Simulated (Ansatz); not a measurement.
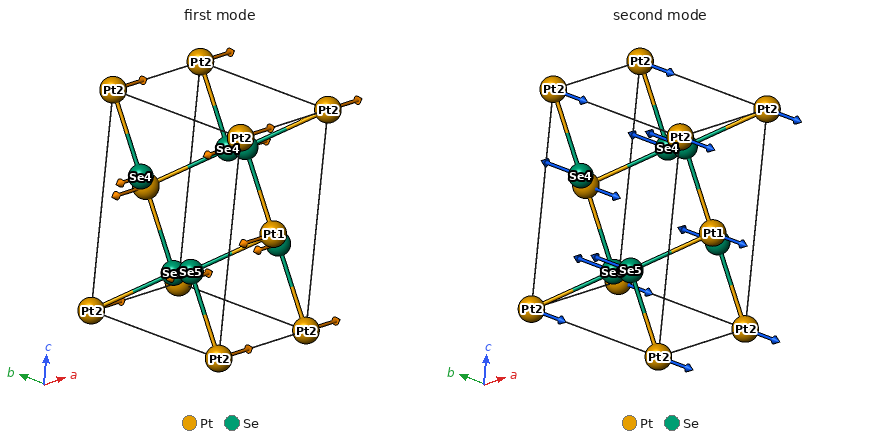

Two computed energy maps of cells of PtSe₂. The picture above is the structure of the first map; its two panels give the patterns of the first and the second mode as arrows.

Map 1

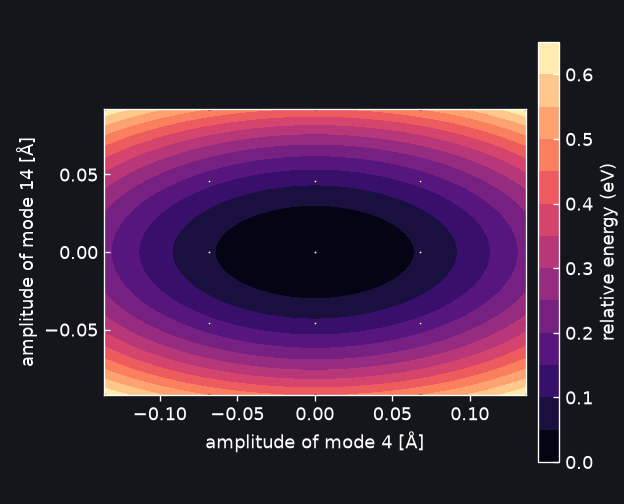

PtSe2 (P-3m1, No. 164; 6 atoms in the cell). 
- The energy is mapped over two normal modes frozen in (zone-centre modes of the 6-atom cell of this scan, which folds in the wave vector (0, 1/2, 0) of the primitive cell).
- First axis: amplitude of mode 4 (112 cm⁻¹), largest displacement. Second axis: amplitude of mode 14 (225 cm⁻¹), largest displacement.
- Nothing is relaxed (the cell and all other modes fixed).
- The grid has 5 × 5 points; 9 points were computed and 16 follow by symmetry.
- Points are written as (first, second).
- Energies are in eV per cell, from the lowest grid point.
- The calculation used DFT LDA+D3(BJ), scalar-relativistic, plane waves, PAW (Ansatz). Settings: cutoff 420 eV, k-mesh 10×10×6 in the order of the run's cell vectors, gaussian smearing 0.15 eV, no spin polarisation.

Drawn: filled contours, dots at the grid points. Between grid points the surface is interpolated.

Map 2

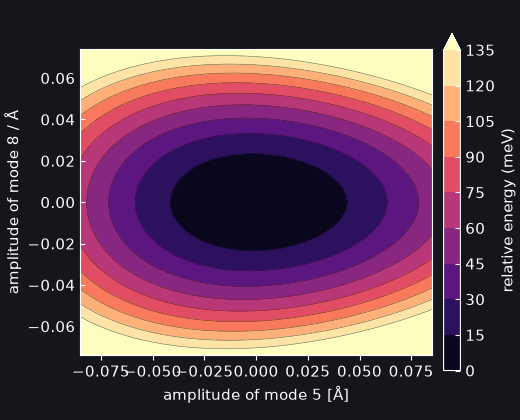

PtSe2 (P-3m1, No. 164; 3 atoms in the cell). The energy is mapped over two normal modes frozen in (zone-centre modes of the 3-atom cell of this scan). The first coordinate is: amplitude of mode 5 (169 cm⁻¹), largest displacement; the second: amplitude of mode 8 (228 cm⁻¹), largest displacement. Nothing is relaxed (the cell and all other modes fixed). The scan uses a 7 × 7 grid; 28 points were computed and 21 follow by symmetry. Points are written as (first, second). Energies are in meV per cell, from the lowest grid point. Theory: DFT LDA+D3(BJ), scalar-relativistic, plane waves, PAW in Ansatz. Settings: cutoff 420 eV, k-mesh 12×12×10 in the order of the run's cell vectors, gaussian smearing 0.15 eV, no spin polarisation.

In the figure: filled contours, one colour for all values above the top of the scale. Between grid points the surface is interpolated.

Summarise the maps one by one.

Map 1: The lowest grid point is at (0.000 Å, 0.000 Å). It is the only kind of minimum in the scanned range. The highest grid point, (−0.136 Å, −0.092 Å), lies 0.64 eV above the lowest.
Map 2: The lowest grid point is at (0.000 Å, 0.000 Å). No other kind of well shows on this grid. The highest grid point, (0.085 Å, −0.074 Å), lies 221 meV above the lowest.

Maps 1, 2 start from a relaxed reference structure. Do they show a way to lower its energy?

No. In each of them the reference is the lowest point, within the accuracy of the grid, so it is stable against the distortions scanned (other distortions weren't tried).

PAW datasets: the set soft_1.
